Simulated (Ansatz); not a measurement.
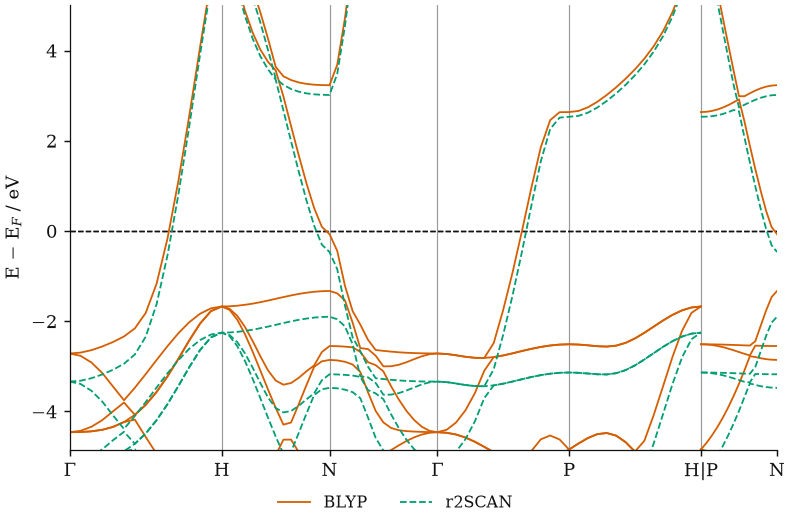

Band structures of bcc Au, space group Im-3m, 1 atom in the primitive cell (cubic a = 3.315 Å), by two methods on the same cell. Each is counted from its own Fermi level.

### How do the methods compare?

Both give a metal. Levels within 1 eV of the Fermi level in either run differ by 0.40 eV on average and by 0.51 eV at most (between Γ and P). Filled levels 1 to 5 eV under it lie 0.62 eV deeper on average in r2SCAN than in BLYP.

Settings. BLYP: Ansatz PAW, no spin polarisation, no spin-orbit coupling, 11×11×11 k mesh, 420 eV cutoff, Fermi-Dirac smearing of 0.05 eV (Ansatz 0.2.0). r2SCAN: Ansatz PAW, no spin polarisation, no spin-orbit coupling, 6×6×6 k mesh, 500 eV cutoff, Fermi-Dirac smearing of 0.05 eV (Ansatz).

Bands are joined in order of energy. The cell is at 9 GPa in BLYP and −5 GPa in r2SCAN. Spin-orbit coupling is left out, which matters for Au. The PAW data sets were made with another functional. This isn't the form of Au at room conditions, which is fcc. BLYP: the k mesh is thin for a metal, so its Fermi level is uncertain. r2SCAN: the k mesh is coarse, so the values aren't converged.
